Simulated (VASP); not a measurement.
System: rocksalt NaCl, space group Fm-3m, 2 atoms in the primitive cell.

```
Na Cl
1.0
     0.00000    2.80000    2.80000
     2.80000    0.00000    2.80000
     2.80000    2.80000    0.00000
Na Cl
1 1
Direct
  0.00000 0.00000 0.00000
  0.50000 0.50000 0.50000
```

Method: PBE, VASP PAW PBE potentials, release 64 (Na_pv, Cl), no spin polarisation, no spin-orbit coupling, 8×8×8 k mesh, 520 eV cutoff, Gaussian smearing of 0.02 eV (VASP).

What will the band structure and density of states look like? The path is Γ–X–W–K–Γ–L–U–W–L–K|U–X.

The bands leave a gap. The gap along this path is 5.19 eV and direct: both edges lie at Γ. Three bands meet at the valence-band top at Γ: it is triply degenerate (spin aside). The direct gaps are 8.21 eV at X, 5.19 eV at Γ and 7.59 eV at L. Within the window shown, the tallest peak of the filled states lies 0.5 eV under the valence-band top, at about 4.6 states per eV and cell.

LDA, GGA and most meta-GGA functionals understate gaps. The cell was built from a pattern and not relaxed, so its bond lengths can be off.

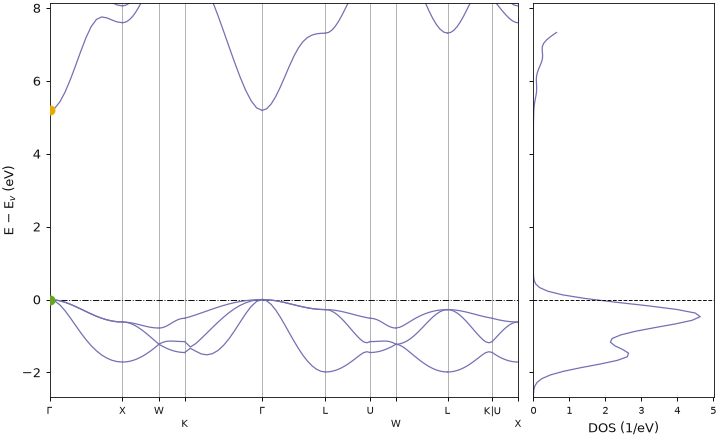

Band structure and density of states. Energies are counted from the top of the valence band. The DOS curve is built from the levels of the k mesh with Gaussians 0.55 eV wide, which also blur the band edges; ripples of that width can come from the mesh.
